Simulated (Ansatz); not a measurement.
Here is a crystal structure:

```xyz
8
Lattice="4.8671 0.0000 0.0000 0.0000 4.8671 0.0000 0.0000 0.0000 4.8671" Properties=species:S:1:pos:R:3 pbc="T T T"
Hf    0.0000    0.0000    0.0000
N     1.2168    3.6503    1.2168
Hf    0.0000    2.4335    2.4335
N     1.2168    1.2168    3.6503
Hf    2.4335    0.0000    2.4335
N     3.6503    3.6503    3.6503
Hf    2.4335    2.4335    0.0000
N     3.6503    1.2168    1.2168
```

Before looking at a picture, describe the arrangement of atoms.

Answer. Formula: HfN. The symmetry is that of F-43m (No. 216), on a face-centred cubic lattice. In terms of structure types, this is zinc blende (sphalerite type). It has 8 atoms to the cell (4 Hf, 4 N). The polyhedra are HfN4 tetrahedra; they share corners. Around each Hf lie four N in a tetrahedral arrangement at 2.11 Å. The coordination shell of N holds four Hf in a tetrahedral arrangement at 2.11 Å. Not all metal-metal contacts are counted. The bonds build a three-dimensional framework.

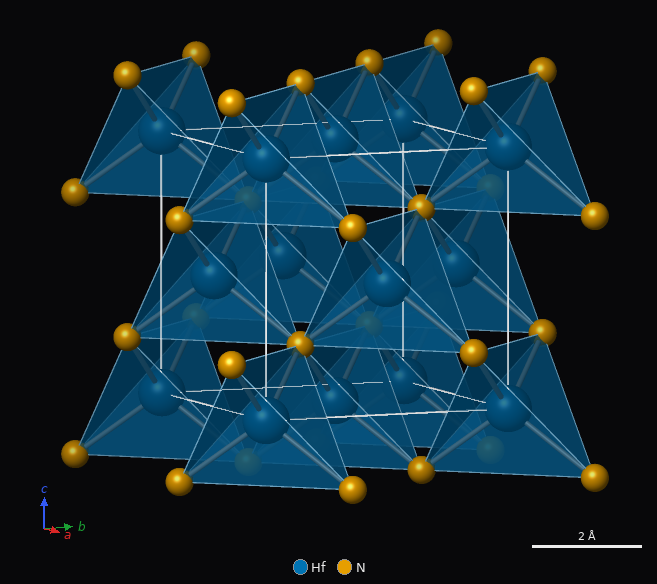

The crystal in a polyhedral representation, seen slightly off an axis. The edges of the conventional unit cell are marked. Some neighbours outside the box are added. Colours: hafnium blue, nitrogen orange.

The initial geometry was a structure listed in the Materials Project. Earlier steps of the study, as a rule a relaxation of our own, may have changed the cell and positions, so they can lie some per cent off the listed ones. Ansatz was used for an electronic-structure calculation on it.
